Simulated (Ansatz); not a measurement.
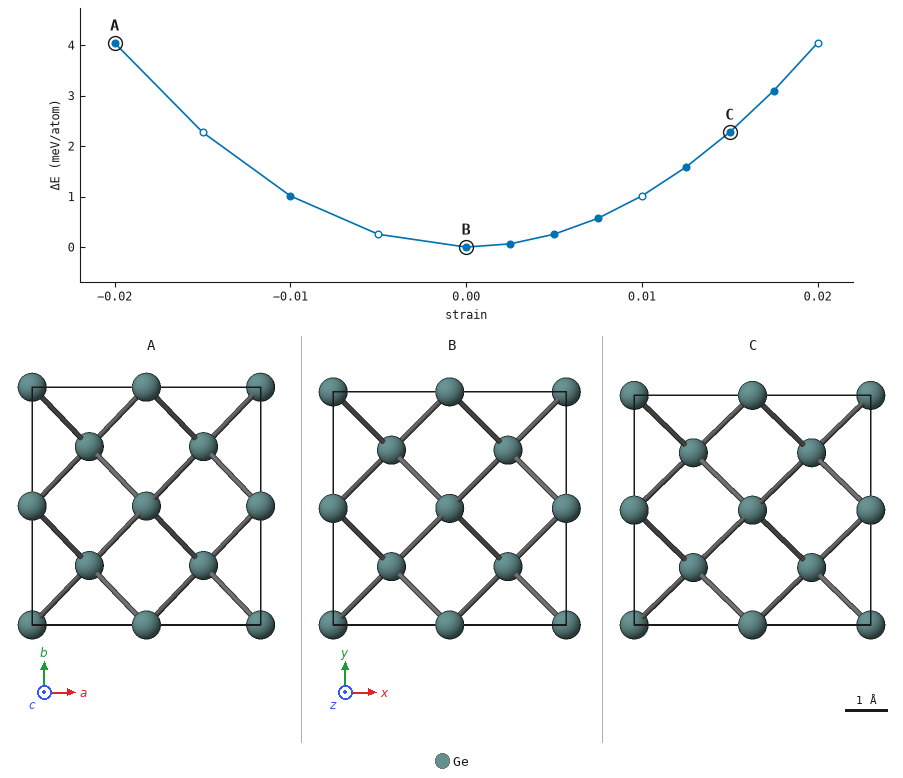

Energy scan for crystalline Ge (Fd-3m), in which the cell is strained along x and oppositely along y, with the atoms kept at their fractional coordinates. x, y and z are the Cartesian axes of the input. The lettered frames are marked on the plot. Hollow markers are points alike by symmetry, not computed again. A ball-and-stick model of the conventional cell (4 times the calculation's cell), seen along the c axis. Lengths and directions refer to the drawn axes.

Level of theory: DFT PBEsol, scalar-relativistic, plane waves, PAW (Ansatz). Set-up: plane-wave cutoff 420 eV; k-point mesh 14 × 14 × 14; occupations gaussian; smearing width 0.15 eV; no spin polarisation. Energies (free energies at the smearing named) are counted from the cell as listed in its source, which wasn't relaxed.

Question: What does the scan show?

Answer: Of the computed points the lowest is at the strain 0.00, 0.00 meV/atom. The unrelaxed reference is under a pressure of 0.7 GPa. The distortion takes the space group from Fd-3m to Fddd. At the strain −0.02 the cell of the drawing goes a 5.658 → 5.544 Å, b 5.658 → 5.771 Å.

The computed points:

```tsv
strain	ΔE (meV/atom)
−0.0200	4.04
−0.0150	2.28
−0.0100	1.01
−0.0050	0.25
0.0000	0.00
0.0025	0.06
0.0050	0.25
0.0075	0.57
0.0100	1.01
0.0125	1.58
0.0150	2.28
0.0175	3.10
0.0200	4.04
```

Points that are alike by symmetry were computed once.
